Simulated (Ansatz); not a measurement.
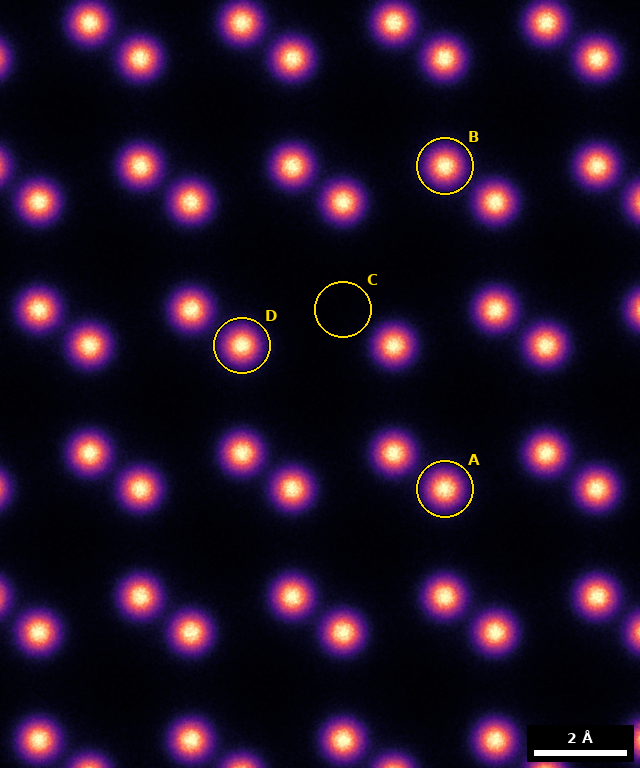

HAADF-like image of Rh (Fd-3m, No. 227) along [110]. Simulated incoherent Z contrast: every atom adds Z^1.8 spread by a probe of 0.62 Å full width; channelling and multiple scattering are left out. The probe carries 25 % of its weight in a tail 2.5 times as wide. Shot noise was added.

The sample is 1 repeat (3.8 Å) thick. One point defect was put into the perfect crystal, without relaxing the atoms around it. Brightness is counted from the darkest point of the image. Host structure: a calculation's starting geometry; the starting structure was generated, so it need not be a known form of this composition.

Question: Which ringed column holds the defect, and does it scatter more or less than its equals?

Answer: C; it scatters less. The column holds 1 atom (Rh) through the sample, and one Rh atom is missing, so its peak vanishes.
